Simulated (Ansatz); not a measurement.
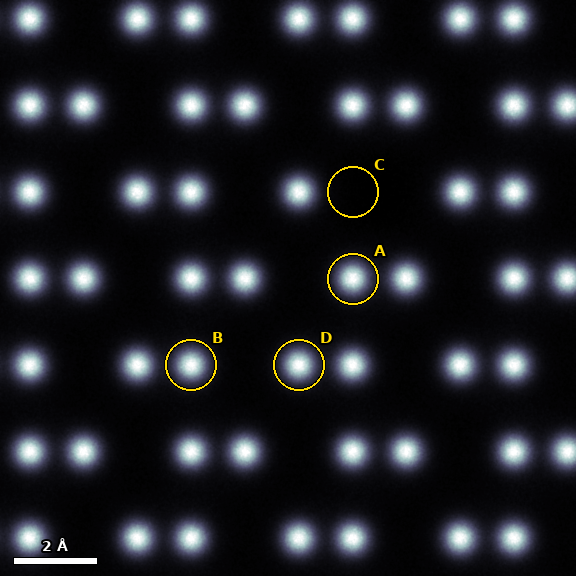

Z-contrast image of Ti (P6_3/mmc, No. 194) along [100]. Simulated incoherent Z contrast: every atom adds Z^1.7 spread by a probe of 0.60 Å full width; channelling and multiple scattering are left out. The probe carries 25 % of its weight in a tail 2.5 times as wide. Shot noise was added.

The sample is 1 repeat (4.5 Å) thick. One point defect was put into the perfect crystal, without relaxing the atoms around it. Brightness is counted from the darkest point of the image. Host structure: the end point of a relaxation with Ansatz 0.2.0, DFT PBEsol, scalar-relativistic, plane waves, PAW; the starting structure was generated, so it need not be a known form of this composition.

**Which ringed column holds the defect, and does it scatter more or less than its equals?**

C; it scatters less. The column holds 1 atom (Ti) through the sample, and one Ti atom is missing, so its peak vanishes.
